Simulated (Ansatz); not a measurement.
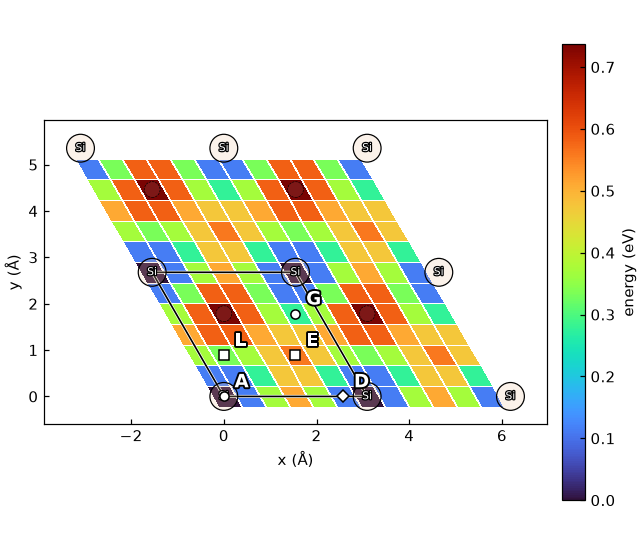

Si on a SiC(001) slab cut from the P6_3mc phase, its upper half relaxed before the scan (8 atoms of substrate and one adsorbate in a 1 × 1 cell). Si is moved over the surface cell; relaxed at each place: the height of the adsorbate's atoms; substrate rigid; the origin of the map has the adsorbate above Si8. Places are given modulo a cell vector. The map is drawn in real space over the plane of the surface. The grid has 6 × 6 points; 10 points were computed and 26 follow by symmetry. Energies: eV, counted from the lowest grid point. With one adsorbate in each 1 × 1 cell, its nearest image is 3.1 Å away, so neighbouring adsorbates interact. Theory: DFT PBE, scalar-relativistic, plane waves, PAW (Ansatz). Settings: cutoff 420 eV, k-mesh 9×9×1, gaussian smearing 0.05 eV, spin-polarised.

Drawn: one coloured cell a grid point, labelled circles for the atoms of the top layer and small ones for the second layer, the outline of one cell of the 2 × 2 shown, lettered points.

Q: Is D the lowest point of the computed grid?

A: No. D lies 0.114 eV above the lowest grid point, which is at the top site over a surface Si atom, (0/6, 0/6) of the cell vectors.

Q: Rank the lettered points by energy, lowest first.

A: A (0.000 eV), D (0.114 eV), G (0.277 eV), L (0.331 eV), E (0.560 eV).

Q: What kind of point is each of A, E, G, L: minimum, saddle, maximum or slope?

A: A: minimum; E: maximum; G: on a slope; L: on a slope. (In these two coordinates alone; a stationary point may lie a little off the grid point.)

PAW datasets: the set soft_1.
